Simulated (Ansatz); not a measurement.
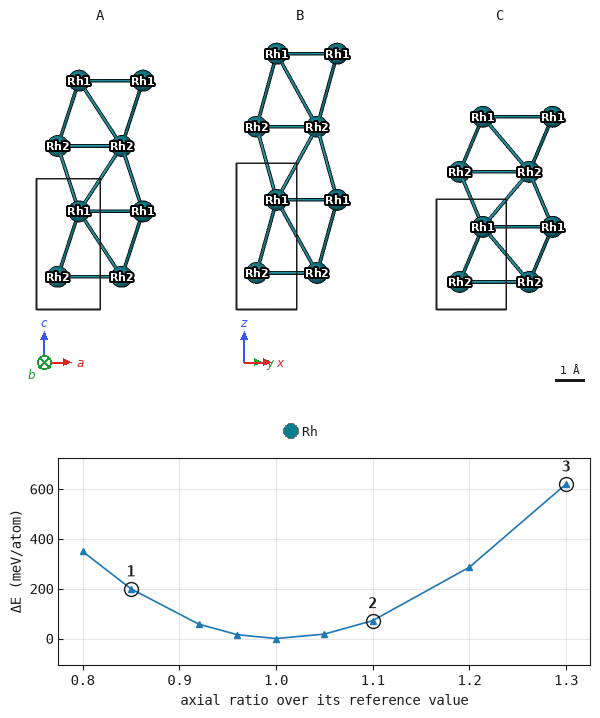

A scan of crystalline Rh (P6_3/mmc): the ratio of the cell's length along z to its lengths across, counted as 1 for the reference, is changed at fixed volume (a c/a path), with the atoms kept at their fractional coordinates. x, y and z are the Cartesian axes of the input. The frames are shuffled; the numbered points of the plot belong to them. The picture is a ball-and-stick view of the cell of the calculation, repeated 2 × 3 × 2 with one cell outlined, seen along the b axis.

Method: DFT PBEsol, scalar-relativistic, plane waves, PAW in Ansatz. Settings: plane-wave cutoff 420 eV; k-point mesh 30 × 30 × 16; occupations gaussian; smearing width 0.15 eV; no spin polarisation. Energies (free energies at the smearing named) are counted from the relaxed crystal.

**Which frame belongs to which numbered point?**

Point 1 is frame C (the relative ratio 0.85, 199 meV/atom); 2 is frame A (the relative ratio 1.10, 72 meV/atom); 3 is frame B (the relative ratio 1.30, 620 meV/atom). Of the computed points the lowest is at the relative ratio 1.00, 0 meV/atom. At the ends of the scan the energy is 349 meV/atom (0.80) and 620 meV/atom (1.30). The distortion keeps the space group P6_3/mmc. At the relative ratio 1.30 the cell of the drawing goes a 2.689 → 2.464 Å, b 2.689 → 2.464 Å, c 4.329 → 5.156 Å.
